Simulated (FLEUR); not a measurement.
System: rocksalt PbSe, space group Fm-3m (No. 225), 2 atoms in the primitive cell. The cell is scaled uniformly. FLEUR MaX-R8.1 (later development tree); r2SCAN, all-electron, no spin polarisation, no spin-orbit coupling, 8×8×8 k mesh, Fermi-Dirac smearing of 0.05 eV.

At 28.67 Å³/atom the lowest conduction levels at the points plotted lie 0.58 eV (L), 2.17 eV (W), 3.69 eV (K) and 5.05 eV (Γ) above the valence top at L.

How does each level move from 26.95 Å³/atom to 30.39 Å³/atom?

L rises by 0.41 eV, W rises by 0.22 eV, K rises by 0.08 eV and Γ falls by 0.15 eV. Straight lines against ln V have slopes of +3.5 eV at L, +1.9 eV at W, +0.7 eV at K and −1.2 eV at Γ. The lowest is the one at L, over the whole range, so among these points the gap stays direct.

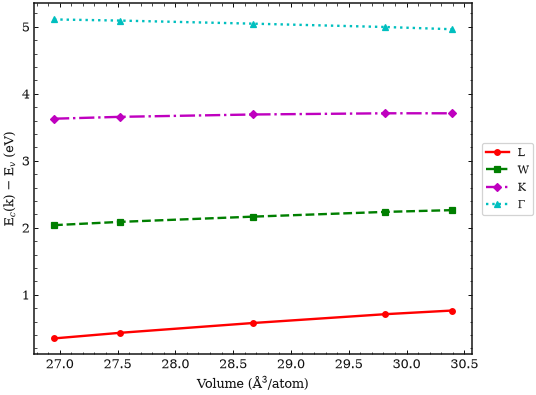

Lowest conduction level at each named k point, counted from the valence-band top at L.

| volume | L (eV) | W (eV) | K (eV) | Γ (eV) |
| --- | --- | --- | --- | --- |
| 26.95 Å³/atom | 0.35 | 2.04 | 3.63 | 5.11 |
| 27.52 Å³/atom | 0.43 | 2.09 | 3.66 | 5.09 |
| 28.67 Å³/atom | 0.58 | 2.17 | 3.69 | 5.05 |
| 29.82 Å³/atom | 0.71 | 2.24 | 3.71 | 5.00 |
| 30.39 Å³/atom | 0.76 | 2.26 | 3.71 | 4.96 |

The meta-GGA is that of a development version, with a GGA for the radial functions and cores and without core tails. Spin-orbit coupling is left out, which matters for Pb and Se.
